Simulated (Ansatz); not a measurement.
Geometry relaxation, with input and output: CuO (part 2 of 2)

Continued. System: CuO (4 atoms in the cell). Method: DFT PBEsol, scalar-relativistic, plane waves, PAW (Ansatz 0.2.0); cutoff 300 eV, 14×14×8 k-mesh, Gaussian smearing of 0.1 eV. The structure derives from a Materials Project entry. The run did not end well. It belongs to a series of runs on one base structure; here: relaxed ecut: 300 eV.

Geometry of the input (Å; fractional positions):
```
2.8795  0.0000  0.0000
0.0391  2.8793  0.0000
0.0175  0.0172  5.1763
Cu 0.5000  0.0000  0.5000
Cu -0.0000  0.5000  0.0000
O  0.0016  0.9983  0.2501
O  0.9984  0.0017  0.7499
```

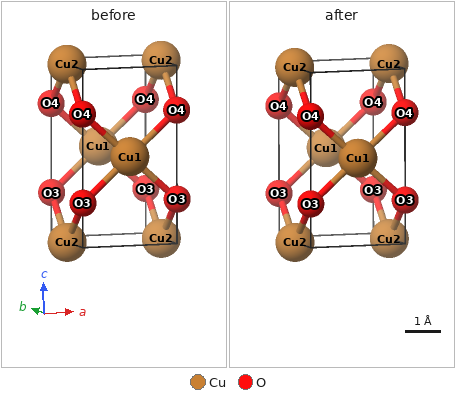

Before (left) and after (right) the relaxation, at one scale (ball-and-stick view of the cell of the calculation, seen slightly off an axis). The run was cut off at its time limit before the relaxation converged, so the last structure is only a point on the way. The energy falls by 3.5 meV per atom in 15 geometry steps. Largest force component: 0.0087 eV/Å at the start, under 0.0001 eV/Å at the end. Pressure: −3.53 GPa at the start and 0.00 GPa at the end. The basis was re-selected 9 times at an unchanged geometry, which shifts the energy a little without any move. The largest moves relative to the cell, 0.005 Å, are those of O3 and O4. Cu stays in place. Cell: a = b 2.880 → 2.881 Å (+0.1 %), c 5.176 → 5.088 Å (−1.7 %), α 89.8° → 89.9°, β 89.8° → 89.9°, γ 89.2° → 89.6°. Volume −1.6 %. Among the contacts that change: Cu1–O3 1.936 → 1.922 Å. The space group (tolerance 0.01 Å) goes from C2/c (No. 15) to Cccm (No. 66). The energy change given includes the shifts at the re-selections in mid-walk, which come without any move. (Atoms are counted from 1 in the order of the input.)

```
Step cancelled. What follows is not a result of the run: it is the report of the last solve that finished, which converged after 3 SCF iterations.
Free energy (F): -14295.100258 eV
Harris-Foulkes:  -14295.100258 eV  (|F-HF|=6.53e-9)
Internal energy: -14295.087747 eV  (E = F + TS)
E sigma→0 (E₀):  -14295.094002 eV
Entropy (-TS):   -0.012511 eV (-3.128 meV/atom)
Fermi energy:    11.509069 eV
--- Per-component energies (eV) ---
  E_band       = -902.938416
  E_kinetic    = 948.123011
  E_local      = -9995.370575  (includes V_loc(G=0)·N_el)
  E_nonlocal   = 900.880520
  E_hartree    = 4332.332606
  E_xc         = -322.044021
  E_vxc        = -415.520838  (∫ρ·V_xc dr)
  E_paw        = -3573.667527  (= ΣΔE_a)
  E_vpaw       = -1005.714307  (= ΣTr[D̂ρ^β])
  E_aug_tail   = 0.006008  (compensation charges beyond the density's cutoff)
  E_ewald      = -6585.830750
  E_core_change = 0.482980  (= ΣΔE_core)
  E_smearing   = -0.012511  (= −TS)
  E_closure    = -0.000000  (closes the sum)
  Σ components = -14295.100258   (vs F -14295.100258, Δ=0.00e0)
--- Forces (eV/Å), atoms counted from 1 ---
  atom   1  Cu     0.00000000     0.00000000     0.00000000
  atom   2  Cu     0.00000000     0.00000000     0.00000000
  atom   3  O      0.00000847    -0.00002360    -0.00000722
  atom   4  O     -0.00000847     0.00002360     0.00000722
  max |Σ_I F_I| component: 0.00e0 eV/Å
--- Stress (GPa, compression-positive) ---
      -40.301057       0.008794      -0.026757
        0.008794     -40.303549      -0.025724
       -0.026757      -0.025724     -40.081154
  P = ⅓ Tr σ = -40.2286 GPa (-402.286 kbar)
--- Band table (eV; the first three rows and the last of 788) ---
  k-point 0: bands = ["-101.1339", "-101.1334", "-58.7703", "-58.7696", "-58.7299", "-58.7241", "-58.4351", "-58.4345", "-8.7113", "-7.2739", "2.9158", "5.7495", "5.7640", "7.4991", "7.8841", "7.8909", "7.9795", "8.3203", "8.7966", "8.9560", "8.9786", "8.9823", "9.0914", "9.4915", "12.1962", "12.2129", "12.9846", "17.5446", "19.0288", "24.9152"]
  k-point 1: bands = ["-101.1352", "-101.1341", "-58.7701", "-58.7700", "-58.7306", "-58.7275", "-58.4350", "-58.4348", "-8.6666", "-7.3425", "3.0669", "5.7589", "5.7698", "7.4886", "7.7870", "7.7917", "7.9562", "7.9799", "8.8853", "8.9859", "9.0876", "9.1101", "9.1155", "9.4456", "12.1188", "12.1360", "13.2028", "17.1141", "19.5796", "24.9595"]
  k-point 2: bands = ["-101.1367", "-101.1324", "-58.7701", "-58.7699", "-58.7301", "-58.7276", "-58.4350", "-58.4348", "-8.5356", "-7.5289", "3.5357", "5.7688", "5.7772", "7.0095", "7.6049", "7.6073", "7.7070", "7.9744", "8.9595", "8.9964", "9.0807", "9.3436", "9.4359", "9.4425", "11.9325", "11.9479", "13.7357", "16.4258", "20.6851", "25.0999"]
  k-point 787: bands = ["-101.1374", "-101.1374", "-58.7878", "-58.7878", "-58.7294", "-58.7294", "-58.4497", "-58.4497", "-7.2069", "-7.2069", "5.2917", "5.2917", "5.3816", "5.3816", "5.7101", "5.7101", "8.3910", "8.3910", "9.0191", "9.0191", "9.4508", "9.4508", "10.0163", "10.0164", "10.9759", "10.9759", "15.3537", "15.3537", "22.4516", "22.4517"]
End of that report.
Error: SIGTERM received: cancelled by the caller after 3 completed SCF iterations
```

Trajectory as extended XYZ (Å, eV, eV/Å), 25 frames, from step=1 to step=25
```
4
Lattice="2.8795 0.0000 0.0000 0.0391 2.8793 0.0000 0.0175 0.0172 5.1763" Properties=species:S:1:pos:R:3:forces:R:3 step=1 energy=-14295.08624 pressure_GPa=-3.53
Cu    1.4485    0.0086    2.5882    0.0000   0.0000   0.0000
Cu    0.0195    1.4396    0.0000    0.0000   0.0000   0.0000
O     0.0479    2.8788    1.2947   -0.0069   0.0084  -0.0087
O     2.8881    0.0177    3.8817    0.0069  -0.0084   0.0087
4
Lattice="2.8819 -0.0031 -0.0005 0.0360 2.8821 -0.0005 0.0166 0.0164 5.1308" Properties=species:S:1:pos:R:3:forces:R:3 step=2 energy=-14295.16646 pressure_GPa=-0.13
Cu    1.4493    0.0067    2.5652    0.0000   0.0000   0.0000
Cu    0.0180    1.4411   -0.0002    0.0000   0.0000   0.0000
O     0.0442    2.8819    1.2826   -0.0055   0.0068  -0.0067
O     2.8904    0.0135    3.8473    0.0055  -0.0068   0.0067
4
Lattice="2.8795 0.0002 -0.0006 0.0393 2.8794 -0.0006 0.0164 0.0161 5.1351" Properties=species:S:1:pos:R:3:forces:R:3 step=3 energy=-14295.17690 pressure_GPa=0.22
Cu    1.4479    0.0082    2.5672    0.0000   0.0000   0.0000
Cu    0.0196    1.4397   -0.0003    0.0000   0.0000   0.0000
O     0.0471    2.8795    1.2834   -0.0049   0.0060  -0.0048
O     2.8880    0.0163    3.8504    0.0049  -0.0060   0.0048
4
Lattice="2.8803 -0.0015 -0.0007 0.0376 2.8805 -0.0007 0.0163 0.0160 5.1344" Properties=species:S:1:pos:R:3:forces:R:3 step=4 energy=-14295.17118 pressure_GPa=0.01
Cu    1.4483    0.0073    2.5669    0.0000   0.0000   0.0000
Cu    0.0188    1.4402   -0.0003    0.0000   0.0000   0.0000
O     0.0447    2.8815    1.2828   -0.0008   0.0010   0.0017
O     2.8895    0.0136    3.8503    0.0008  -0.0010  -0.0017
4
Lattice="2.8803 -0.0015 -0.0007 0.0376 2.8805 -0.0007 0.0163 0.0160 5.1344" Properties=species:S:1:pos:R:3:forces:R:3 step=5 energy=-14295.09573 pressure_GPa=-1.90
Cu    1.4483    0.0073    2.5669    0.0000   0.0000   0.0000
Cu    0.0188    1.4402   -0.0003    0.0000   0.0000   0.0000
O     0.0447    2.8815    1.2828   -0.0004   0.0005   0.0017
O     2.8895    0.0136    3.8503    0.0004  -0.0005  -0.0017
4
Lattice="2.8809 -0.0029 -0.0009 0.0362 2.8811 -0.0009 0.0158 0.0156 5.1118" Properties=species:S:1:pos:R:3:forces:R:3 step=6 energy=-14295.13996 pressure_GPa=-0.45
Cu    1.4483    0.0064    2.5554    0.0000   0.0000   0.0000
Cu    0.0181    1.4405   -0.0005    0.0000   0.0000   0.0000
O     0.0432    2.8817    1.2770   -0.0017   0.0022   0.0000
O     2.8896    0.0120    3.8330    0.0017  -0.0022   0.0000
4
Lattice="2.8792 -0.0032 -0.0013 0.0359 2.8792 -0.0013 0.0152 0.0150 5.1105" Properties=species:S:1:pos:R:3:forces:R:3 step=7 energy=-14295.15572 pressure_GPa=-0.01
Cu    1.4472    0.0059    2.5546    0.0000   0.0000   0.0000
Cu    0.0179    1.4396   -0.0006    0.0000   0.0000   0.0000
O     0.0421    2.8805    1.2763    0.0004  -0.0005   0.0002
O     2.8881    0.0105    3.8317   -0.0004   0.0005  -0.0002
4
Lattice="2.8790 -0.0029 -0.0011 0.0362 2.8790 -0.0011 0.0155 0.0152 5.1109" Properties=species:S:1:pos:R:3:forces:R:3 step=8 energy=-14295.15610 pressure_GPa=-0.00
Cu    1.4472    0.0062    2.5549    0.0000   0.0000   0.0000
Cu    0.0181    1.4395   -0.0006    0.0000   0.0000   0.0000
O     0.0427    2.8802    1.2766    0.0001  -0.0001   0.0003
O     2.8879    0.0112    3.8321   -0.0001   0.0001  -0.0003
4
Lattice="2.8790 -0.0029 -0.0011 0.0362 2.8790 -0.0011 0.0155 0.0152 5.1109" Properties=species:S:1:pos:R:3:forces:R:3 step=9 energy=-14295.09921 pressure_GPa=-0.73
Cu    1.4472    0.0062    2.5549    0.0000   0.0000   0.0000
Cu    0.0181    1.4395   -0.0006    0.0000   0.0000   0.0000
O     0.0427    2.8802    1.2766    0.0002  -0.0002   0.0002
O     2.8879    0.0112    3.8321   -0.0002   0.0002  -0.0002
4
Lattice="2.8792 -0.0042 -0.0017 0.0348 2.8792 -0.0017 0.0144 0.0142 5.1000" Properties=species:S:1:pos:R:3:forces:R:3 step=10 energy=-14295.12073 pressure_GPa=-0.11
Cu    1.4468    0.0050    2.5492    0.0000   0.0000   0.0000
Cu    0.0174    1.4396   -0.0009    0.0000   0.0000   0.0000
O     0.0406    2.8806    1.2734    0.0005  -0.0007  -0.0015
O     2.8879    0.0085    3.8232   -0.0005   0.0007   0.0015
4
Lattice="2.8789 -0.0041 -0.0017 0.0349 2.8788 -0.0017 0.0145 0.0142 5.0995" Properties=species:S:1:pos:R:3:forces:R:3 step=11 energy=-14295.12454 pressure_GPa=-0.02
Cu    1.4467    0.0051    2.5489    0.0000   0.0000   0.0000
Cu    0.0175    1.4394   -0.0008    0.0000   0.0000   0.0000
O     0.0408    2.8801    1.2732   -0.0001   0.0001   0.0001
O     2.8875    0.0088    3.8230    0.0001  -0.0001  -0.0001
4
Lattice="2.8789 -0.0041 -0.0017 0.0349 2.8788 -0.0017 0.0145 0.0142 5.0995" Properties=species:S:1:pos:R:3:forces:R:3 step=12 energy=-14295.10135 pressure_GPa=-0.22
Cu    1.4467    0.0051    2.5489    0.0000   0.0000   0.0000
Cu    0.0175    1.4394   -0.0008    0.0000   0.0000   0.0000
O     0.0408    2.8801    1.2732    0.0004  -0.0004   0.0000
O     2.8875    0.0088    3.8230   -0.0004   0.0004   0.0000
4
Lattice="2.8794 -0.0052 -0.0020 0.0338 2.8793 -0.0021 0.0138 0.0136 5.0943" Properties=species:S:1:pos:R:3:forces:R:3 step=13 energy=-14295.10810 pressure_GPa=0.01
Cu    1.4466    0.0042    2.5461    0.0000   0.0000   0.0000
Cu    0.0169    1.4397   -0.0010    0.0000   0.0000   0.0000
O     0.0394    2.8806    1.2715   -0.0003   0.0003   0.0006
O     2.8877    0.0070    3.8187    0.0003  -0.0003  -0.0006
4
Lattice="2.8794 -0.0052 -0.0020 0.0338 2.8793 -0.0021 0.0138 0.0136 5.0943" Properties=species:S:1:pos:R:3:forces:R:3 step=14 energy=-14295.10184 pressure_GPa=-0.05
Cu    1.4466    0.0042    2.5461    0.0000   0.0000   0.0000
Cu    0.0169    1.4397   -0.0010    0.0000   0.0000   0.0000
O     0.0394    2.8806    1.2715    0.0004  -0.0003   0.0008
O     2.8877    0.0070    3.8187   -0.0004   0.0003  -0.0008
4
Lattice="2.8800 -0.0063 -0.0023 0.0328 2.8799 -0.0023 0.0133 0.0131 5.0917" Properties=species:S:1:pos:R:3:forces:R:3 step=15 energy=-14295.10307 pressure_GPa=0.01
Cu    1.4467    0.0034    2.5447    0.0000   0.0000   0.0000
Cu    0.0164    1.4399   -0.0012    0.0000   0.0000   0.0000
O     0.0381    2.8812    1.2706   -0.0001   0.0001   0.0000
O     2.8881    0.0055    3.8165    0.0001  -0.0001   0.0000
4
Lattice="2.8800 -0.0063 -0.0023 0.0328 2.8799 -0.0023 0.0133 0.0131 5.0917" Properties=species:S:1:pos:R:3:forces:R:3 step=16 energy=-14295.10119 pressure_GPa=-0.00
Cu    1.4467    0.0034    2.5447    0.0000   0.0000   0.0000
Cu    0.0164    1.4399   -0.0012    0.0000   0.0000   0.0000
O     0.0381    2.8812    1.2706    0.0003  -0.0003   0.0001
O     2.8881    0.0055    3.8165   -0.0003   0.0003  -0.0001
4
Lattice="2.8805 -0.0072 -0.0025 0.0319 2.8804 -0.0025 0.0130 0.0128 5.0902" Properties=species:S:1:pos:R:3:forces:R:3 step=17 energy=-14295.10039 pressure_GPa=0.00
Cu    1.4468    0.0028    2.5439    0.0000   0.0000   0.0000
Cu    0.0159    1.4402   -0.0012    0.0000   0.0000   0.0000
O     0.0369    2.8818    1.2701    0.0001  -0.0001   0.0000
O     2.8885    0.0042    3.8152   -0.0001   0.0001   0.0000
4
Lattice="2.8805 -0.0072 -0.0025 0.0319 2.8804 -0.0025 0.0130 0.0128 5.0902" Properties=species:S:1:pos:R:3:forces:R:3 step=18 energy=-14295.10099 pressure_GPa=0.01
Cu    1.4468    0.0028    2.5439    0.0000   0.0000   0.0000
Cu    0.0159    1.4402   -0.0012    0.0000   0.0000   0.0000
O     0.0369    2.8818    1.2701    0.0001  -0.0002   0.0000
O     2.8885    0.0042    3.8152   -0.0001   0.0002   0.0000
4
Lattice="2.8809 -0.0081 -0.0026 0.0310 2.8807 -0.0027 0.0127 0.0125 5.0893" Properties=species:S:1:pos:R:3:forces:R:3 step=19 energy=-14295.10010 pressure_GPa=0.00
Cu    1.4468    0.0022    2.5434    0.0000   0.0000   0.0000
Cu    0.0155    1.4404   -0.0013    0.0000   0.0000   0.0000
O     0.0358    2.8822    1.2697   -0.0001   0.0000   0.0000
O     2.8887    0.0029    3.8144    0.0001   0.0000   0.0000
4
Lattice="2.8809 -0.0081 -0.0026 0.0310 2.8807 -0.0027 0.0127 0.0125 5.0893" Properties=species:S:1:pos:R:3:forces:R:3 step=20 energy=-14295.10158 pressure_GPa=0.00
Cu    1.4468    0.0022    2.5434    0.0000   0.0000   0.0000
Cu    0.0155    1.4404   -0.0013    0.0000   0.0000   0.0000
O     0.0358    2.8822    1.2697   -0.0002   0.0001  -0.0001
O     2.8887    0.0029    3.8144    0.0002  -0.0001   0.0001
4
Lattice="2.8811 -0.0089 -0.0028 0.0302 2.8809 -0.0029 0.0123 0.0121 5.0888" Properties=species:S:1:pos:R:3:forces:R:3 step=21 energy=-14295.10111 pressure_GPa=-0.00
Cu    1.4467    0.0016    2.5430    0.0000   0.0000   0.0000
Cu    0.0151    1.4405   -0.0014    0.0000   0.0000   0.0000
O     0.0348    2.8825    1.2693   -0.0002   0.0002  -0.0001
O     2.8888    0.0017    3.8138    0.0002  -0.0002   0.0001
4
Lattice="2.8811 -0.0089 -0.0028 0.0302 2.8809 -0.0029 0.0123 0.0121 5.0888" Properties=species:S:1:pos:R:3:forces:R:3 step=22 energy=-14295.10088 pressure_GPa=0.01
Cu    1.4467    0.0016    2.5430    0.0000   0.0000   0.0000
Cu    0.0151    1.4405   -0.0014    0.0000   0.0000   0.0000
O     0.0348    2.8825    1.2693   -0.0003   0.0003  -0.0001
O     2.8888    0.0017    3.8138    0.0003  -0.0003   0.0001
4
Lattice="2.8813 -0.0097 -0.0030 0.0294 2.8811 -0.0031 0.0120 0.0118 5.0885" Properties=species:S:1:pos:R:3:forces:R:3 step=23 energy=-14295.10039 pressure_GPa=-0.01
Cu    1.4466    0.0011    2.5427    0.0000   0.0000   0.0000
Cu    0.0147    1.4406   -0.0015    0.0000   0.0000   0.0000
O     0.0337    2.8828    1.2691    0.0000   0.0001   0.0000
O     2.8889    0.0005    3.8133    0.0000  -0.0001   0.0000
4
Lattice="2.8813 -0.0097 -0.0030 0.0294 2.8811 -0.0031 0.0120 0.0118 5.0885" Properties=species:S:1:pos:R:3:forces:R:3 step=24 energy=-14295.10063 pressure_GPa=0.01
Cu    1.4466    0.0011    2.5427    0.0000   0.0000   0.0000
Cu    0.0147    1.4406   -0.0015    0.0000   0.0000   0.0000
O     0.0337    2.8828    1.2691    0.0002  -0.0002   0.0000
O     2.8889    0.0005    3.8133   -0.0002   0.0002   0.0000
4
Lattice="2.8814 -0.0104 -0.0032 0.0287 2.8812 -0.0032 0.0118 0.0116 5.0883" Properties=species:S:1:pos:R:3:forces:R:3 step=25 energy=-14295.10026 pressure_GPa=-0.00
Cu    1.4466    0.0006    2.5426    0.0000   0.0000   0.0000
Cu    0.0144    1.4406   -0.0016    0.0000   0.0000   0.0000
O     0.0329    2.8829    1.2689    0.0000   0.0000   0.0000
O     2.8890   -0.0005    3.8131    0.0000   0.0000   0.0000
```

What the run reported

```json
{"quantity": "outcome", "value": "stopped at the time limit"}
{"quantity": "space group (tolerance 0.01 Å)", "value": "C2/c (15) → Cccm (66)"}
{"quantity": "final cell", "value": "a = 2.881 Å, b = 2.881 Å, c = 5.088 Å, α = 89.93°, β = 89.93°, γ = 89.63°"}
{"quantity": "wall time", "value": "6.4 min"}
{"quantity": "peak memory", "value": "0.81 GiB"}
```

Diagnosis

The run was cut off by its time limit, so the output is incomplete. The program warns: the cutoff is below the recommended one.
